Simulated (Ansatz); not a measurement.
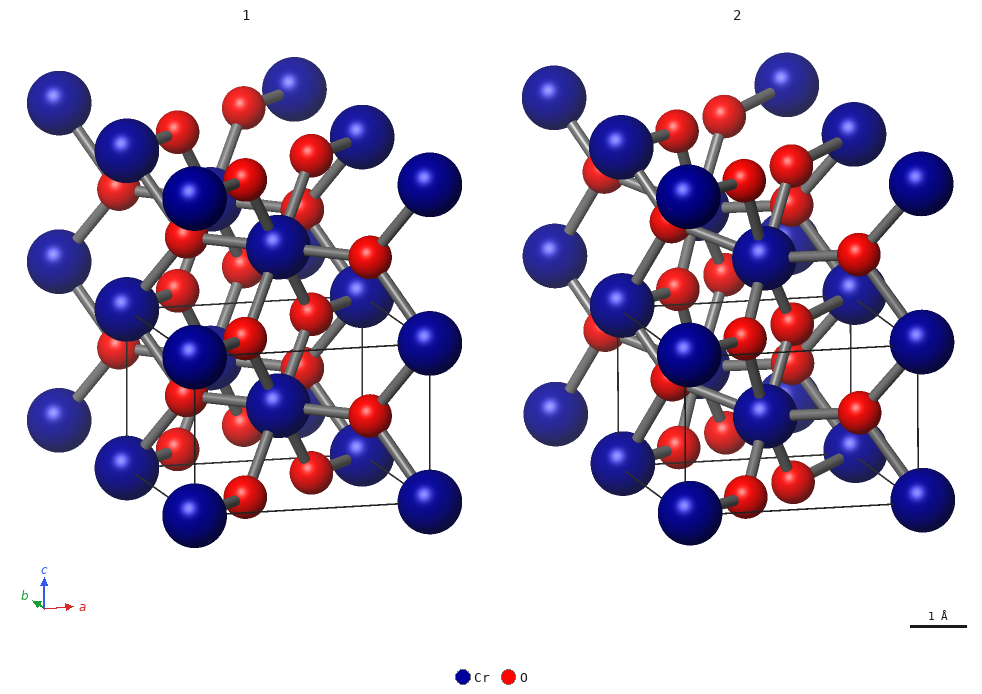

Two geometries of solid CrO2 (built on the CrO2-type type): one is the relaxed structure, the other was perturbed away from it. The picture is a ball-and-stick view of the cell of the calculation, repeated 1 × 2 × 2 with one cell outlined, seen slightly off an axis.

The calculation used DFT r2SCAN, scalar-relativistic, plane waves, PAW (Ansatz). (plane-wave cutoff 500 eV; k-point mesh 6 × 6 × 10; occupations gaussian; smearing width 0.05 eV; collinear spin)

### Which one is perturbed?

Structure 2 is the perturbed one. The cell is strained by +0.7 % along [0 1 1], −0.5 % along [2 1 −3], −1.4 % along [2 −1 2] (volume −1.2 %) and atoms are displaced by up to 0.28 Å (root mean square over those that move 0.21 Å) relative to the cell. No relaxation follows. Energy change: +319 meV per atom. Pressure: 0.0 GPa before, 19.0 GPa after. The principal stresses (compression positive) are 29.4 GPa along [1 2 3], 17.0 GPa roughly along [2 0 −1], 10.6 GPa roughly along [−1 3 −3]. The largest force is 6 eV/Å, on an O atom. The forces mostly point back along the displacements (cosine −0.80). The absolute magnetisation per cell goes from 5.05 to 4.73 μB (net moment 4.00 and 4.00 μB). It is metallic before and after. Near-neighbour distances before and after: Cr–O 1.885 → 1.801 to 2.205 Å, Cr–O 1.905 → 1.657 to 2.039 Å. The space group (tolerance 0.01 Å) goes from P4_2/mnm (No. 136) to P1 (No. 1).
